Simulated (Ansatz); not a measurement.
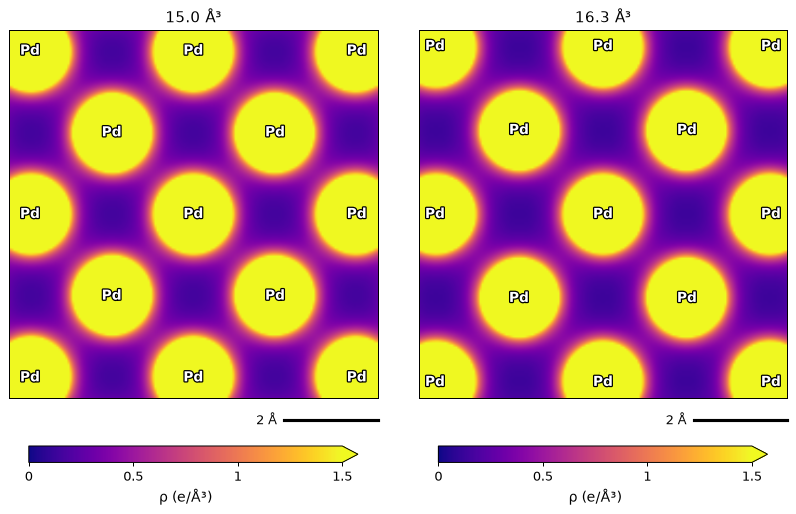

Pd. The valence charge density (pseudo) of cells scaled evenly to different volumes (given per atom above each panel), on the (011) plane of each (indices in the axes of the cell below), at one length scale and on one colour scale.

A generated structure, not necessarily the stable one; the program warned that a starting moment wasn't kept; spin-polarised, but the moments vanished.

Level of theory: Ansatz 0.2.0, DFT, LDA (PW92), plane waves (420 eV) with PAW, scalar-relativistic.

The largest cell:

```
Pd
1.0
     0.00000    2.53755    2.53755
     2.53755    0.00000    2.53755
     2.53755    2.53755    0.00000
Pd
2
Direct
  0.00000 0.00000 0.00000
  0.50000 0.50000 0.50000
```

| volume (Å³/atom) | Pd–Pd contact in the plane (Å) | ρ at its midpoint (e/Å³) | pressure (GPa) | 
| --- | --- | --- | --- |
| 15.03 | 2.468 | 0.493 | 17.6 | 
| 15.69 | 2.503 | ? | ? | 
| 16.34 | 2.538 | 0.428 | 0.3 | 

Question: What values belong in the row with question marks?

Answer: Over the known rows ln ρ falls by 2.02 per Å of Pd–Pd distance (the line through the two), which gives 0.459 e/Å³ at 2.503 Å; the calculation gives 0.459 e/Å³. For the pressure, a straight line in volume between the neighbouring rows gives 8.9 GPa; the calculation gives 7.8, lower because pressure rises ever faster on compression.
